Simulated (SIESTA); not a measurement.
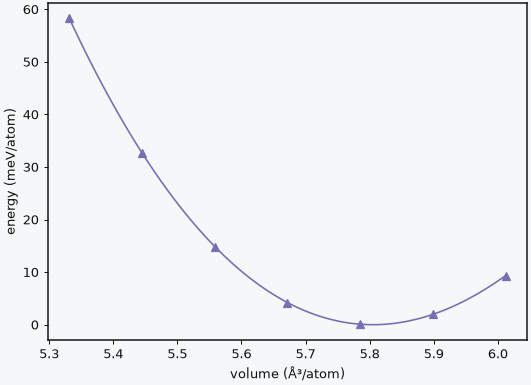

The picture above shows the energy against volume.

How it was computed, with SIESTA 5.4.2: DFT in numerical atomic orbitals with pseudopotentials, no spin polarisation; energies at scaled volumes of the given cell, shape and fractions fixed, counted from the fit's minimum, third-order Birch-Murnaghan fit. Level: PBE.

Question: For which of these solids was it computed?
A. Ca, Fm-3m (No. 225)
B. Ti, P6_3/mmc (No. 194)
C. C, Fd-3m (No. 227)

Answer: C, C: energy from 0.09 meV/atom to 58.27 meV/atom, V0 5.805 Å³/atom, B0 427 GPa. The others give: Ca, energy from 0.12 meV/atom to 16.22 meV/atom, V0 42.45 Å³/atom, B0 17.2 GPa; Ti, energy from 0.46 meV/atom to 29.04 meV/atom, V0 17.44 Å³/atom, B0 114 GPa.

For C, limits of the calculation: mulliken charges of long orbitals.

For Ca, limits of the calculation: mulliken charges of long orbitals.

For Ti, limits of the calculation: mulliken charges of long orbitals; shape and atomic fractions are frozen while scaling, which makes layered, chain and framework solids too stiff.
